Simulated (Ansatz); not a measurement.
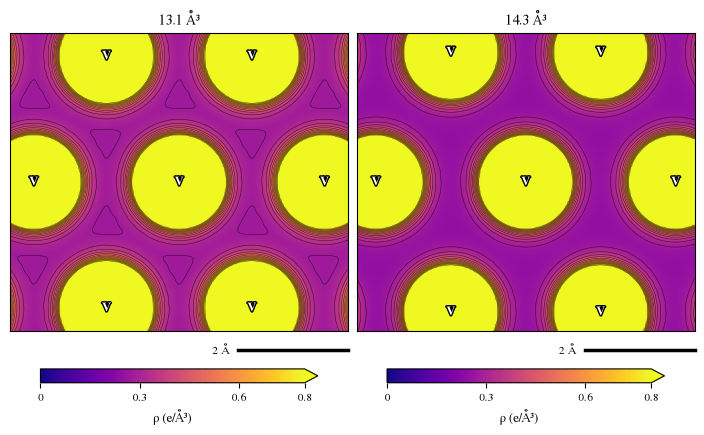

V. The valence pseudo-density of cells scaled evenly to different volumes (given per atom above each panel), on the (100) plane of each (indices in the axes of the cell below), at one length scale and on one colour scale.

Computed without spin polarisation.

Method: DFT PBE, scalar-relativistic, plane waves, PAW (Ansatz).

The density is the valence pseudo-density of a PAW calculation; it isn't the true density close to the nuclei.

The largest cell:

```cif
data_structure
_symmetry_space_group_name_H-M 'P 1'
_symmetry_Int_Tables_number 1
_cell_length_a 2.7254
_cell_length_b 2.7254
_cell_length_c 2.7254
_cell_angle_alpha 60.000
_cell_angle_beta 60.000
_cell_angle_gamma 60.000
_cell_volume 14.32
loop_
_atom_site_label
_atom_site_type_symbol
_atom_site_fract_x
_atom_site_fract_y
_atom_site_fract_z
_atom_site_occupancy
V1 V 0.00000 0.00000 0.00000 1
```

| volume (Å³/atom) | V–V contact in the plane (Å) | ρ at its midpoint (e/Å³) | pressure (GPa) | 
| --- | --- | --- | --- |
| 13.06 | 2.644 | 0.284 | 12.3 | 
| 13.90 | 2.699 | ? | ? | 
| 14.32 | 2.725 | 0.254 | −4.9 | 

Estimate the missing row, and compare with the calculation.

Answer. Over the known rows ln ρ falls by 1.38 per Å of V–V distance (the line through the two), which gives 0.263 e/Å³ at 2.699 Å; the calculation gives 0.263 e/Å³. For the pressure, a straight line in volume between the neighbouring rows gives 0.8 GPa; the calculation gives 0.0, lower because pressure rises ever faster on compression.
